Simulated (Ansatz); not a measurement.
Consider Zr₂Si₅ (slab).

Input

```
crystal:
  lattice:
    - [3.6567655748, 0.0, 0.0]
    - [0.0, 3.6742585518, 0.0]
    - [0.0, 0.0, 29.5726424949]
  atoms:
    - { symbol: Si, position: [0.25, 0.5, 0.2536127775] }
    - { symbol: Si, position: [0.75, 0.0, 0.2538411119] }
    - { symbol: Zr, position: [0.75, 0.5, 0.3252853253] }
    - { symbol: Si, position: [0.25, 0.0, 0.3502864214] }
    - { symbol: Si, position: [0.75, 0.0, 0.4034405233] }
    - { symbol: Zr, position: [0.25, 0.5, 0.4284416194] }
    - { symbol: Si, position: [0.25, 0.0, 0.4998858328] }
    - { symbol: Si, position: [0.75, 0.5, 0.5001141672] }
    - { symbol: Zr, position: [0.75, 0.0, 0.5715583806] }
    - { symbol: Si, position: [0.25, 0.5, 0.5965594767] }
    - { symbol: Si, position: [0.75, 0.5, 0.6497135786] }
    - { symbol: Zr, position: [0.25, 0.0, 0.6747146747] }
    - { symbol: Si, position: [0.25, 0.5, 0.7461588881] }
    - { symbol: Si, position: [0.75, 0.0, 0.7463872225] }
basis:
  ecutwfc: 420
kpoints:
  mp_grid: { grid: [10, 10, 1] }
hamiltonian:
  xc: pbesol
scf:
  occupations: { method: gaussian, width: 0.1 }
output:
  forces: true
  eigenvalues: true
  write_density: true
  write_potential: true
  elf: true
  volumetric_format: npy
relax:
  adjacent_minimum: "off"
  f_tol: 0.02
  max_steps: 60
efield:
  axis: 3
  dipole_correction: true
  ramp_width: 0.04
```

Launched as:

```sh
ansatz run input.yaml --threads 1 --pin off --max-ram 2560MiB --backend cpu --events-out ev --progress --plain --runs-dir out
```

The fields are those of the relaxed geometry.

Level of theory: DFT PBEsol, scalar-relativistic, plane waves, PAW (Ansatz).

Q: What can the converged valence pseudo-density and electron localisation function tell about the bonding?

A: Si–Si (2.45 Å): ρ is about 0.42 e/Å³ halfway; the ELF peaks at about 0.70 between the atoms.
Zr–Si (2.80 Å): ρ is about 0.28 e/Å³ halfway; the ELF peaks at about 0.80 in the valence shell of Si, 0.9 Å from its nucleus, and is about 0.35 at the midpoint.
Zr–Si (2.86 Å): the density is about 0.25 e/Å³ at the midpoint; the ELF peaks at about 0.75 in the valence shell of Si, 1.0 Å from its nucleus, and is about 0.35 at the midpoint.

Q: Metal or insulator at this level of theory?

A: It is gapless in this calculation (a metal or semimetal).

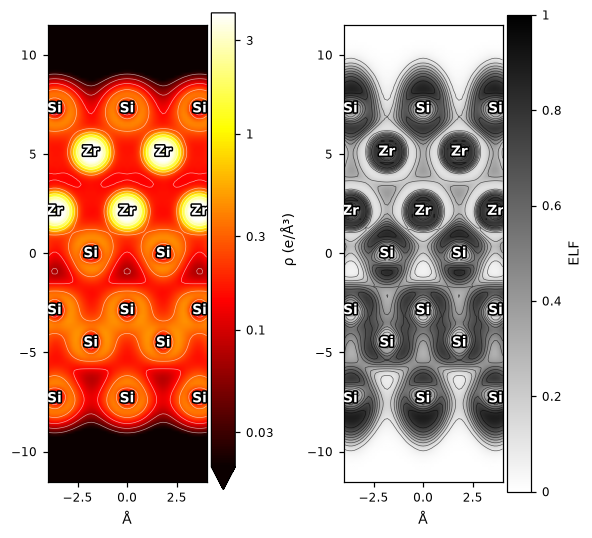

Computed valence pseudo-density and electron localisation function on the (010) plane of the calculation cell, a cut from vacuum to vacuum, in this order. 

The density is the valence pseudo-density of a PAW calculation; it isn't the true density close to the nuclei.
